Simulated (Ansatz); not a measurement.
```xyz
12
Lattice="5.0803 0.0000 0.0000 0.0000 5.1649 0.0000 0.0000 0.0000 4.8909" Properties=species:S:1:pos:R:3 pbc="T T T"
Hf    1.1308    4.0379    1.3307
Hf    3.6710    3.7094    3.5602
Hf    3.9495    1.1270    1.3307
Hf    1.4093    1.4555    3.5602
O     0.9491    0.8452    0.5112
O     3.4893    1.7372    4.3796
O     4.1312    4.3196    0.5112
O     1.5911    3.4277    4.3796
O     0.0000    2.5824    2.3919
O     2.5402    0.0000    2.4990
O     0.0000    0.0000    2.8153
O     2.5402    2.5824    2.0756
```

Space group P2₁2₁2; a structure from a database of computed crystals, not necessarily the ambient phase; computed pressure about 10 GPa in this cell.

Computed with Kohn-Sham DFT of a periodic cell, PBE, Ansatz PAW (Ansatz).

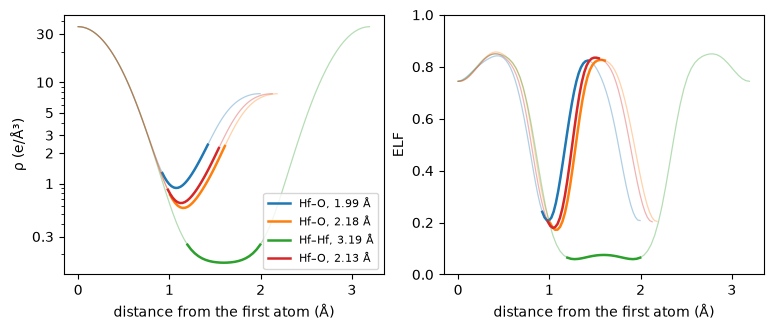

HfO₂. Valence charge density (pseudo) and electron localisation function along straight lines between neighbouring atoms. Thin, pale parts lie inside the atomic spheres.

In a PAW calculation such maps are meaningful between the atoms, not at the nuclei.

Question: Compare the contacts.

Answer: Hf–O (1.99 Å): ρ is about 0.99 e/Å³ halfway; the ELF peaks at about 0.80 in the valence shell of O, 0.6 Å from its nucleus, and drops to about 0.20 between the two atoms (no localised pair shows between them).
Hf–O (2.18 Å): the density is about 0.61 e/Å³ at the midpoint; the ELF peaks at about 0.85 in the valence shell of O, 0.6 Å from its nucleus, and drops to about 0.15 between the two atoms: no localised pair shows between them.
Hf–Hf (3.19 Å): ρ is about 0.17 e/Å³ halfway; the ELF is about 0.10 at the midpoint: no shared electron pair shows on this line.
Hf–O (2.13 Å): ρ at the midpoint is about 0.68 e/Å³; the ELF peaks at about 0.85 in the valence shell of O, 0.6 Å from its nucleus, and drops to about 0.20 between the two atoms (no localised pair shows between them).
